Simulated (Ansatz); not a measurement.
Input file:

```
crystal:
  lattice:
    - [1.2192992035, 3.9775942642, -2.4770877153]
    - [1.2192992035, 3.9775942642, 2.4770877153]
    - [4.8771968142, 0.0, 0.0]
  atoms:
    - { symbol: Cu, position: [0.2411618083, 0.4911618083, 0.0669190959] }
    - { symbol: Cu, position: [0.7411618083, 0.9911618083, 0.0669190959] }
    - { symbol: Cu, position: [0.2411618083, 0.4911618083, 0.5669190959] }
    - { symbol: Cu, position: [0.7411618083, 0.9911618083, 0.5669190959] }
    - { symbol: Cu, position: [0.2588381917, 0.0088381917, 0.4330809041] }
    - { symbol: Cu, position: [0.7588381917, 0.5088381917, 0.4330809041] }
    - { symbol: Cu, position: [0.2588381917, 0.0088381917, 0.9330809041] }
    - { symbol: Cu, position: [0.7588381917, 0.5088381917, 0.9330809041] }
basis:
  ecutwfc: 500
kpoints:
  mp_grid: { grid: [8, 8, 8] }
hamiltonian:
  xc: r2scan
scf:
  occupations: { method: gaussian, width: 0.15 }
output:
  forces: true
  stress: true
  eigenvalues: true
  write_density: true
  write_potential: true
  elf: true
  volumetric_format: npy
```

Launched as:

```sh
ansatz run input.yaml --threads 2 --pin off --max-ram 5120MiB --backend cpu --events-out ev --progress --plain --runs-dir out
```

Space group Cmcm; a structure from a database of computed crystals, not necessarily the ambient phase; computed without spin polarisation.

The calculation used Ansatz, DFT r2SCAN, scalar-relativistic, plane waves, PAW.

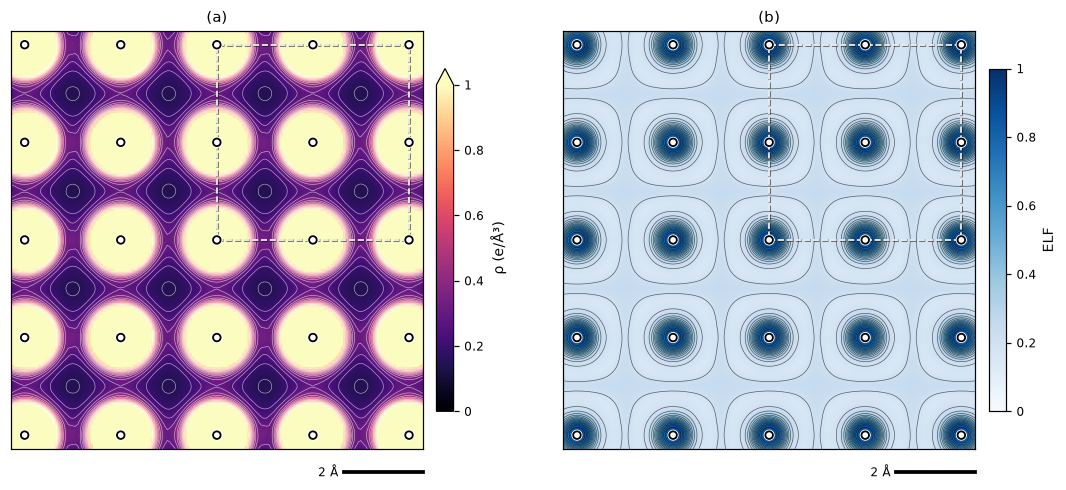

Cu. (a) valence electron density; (b) ELF on the (110) plane of the calculation cell. Circles mark the nuclei in the plane (Cu).

> Describe what can be read from this map.

The section cuts through Cu sites. Cu–Cu (2.44 Å): ρ at the midpoint is about 0.31 e/Å³; the ELF is about 0.20 at the midpoint: no shared electron pair shows on this line. Between the atoms the lowest density in this plane is 0.15 e/Å³. The features right at Cu lie inside the PAW spheres, where the map follows smoothed inner orbitals and isn't to be read closely.
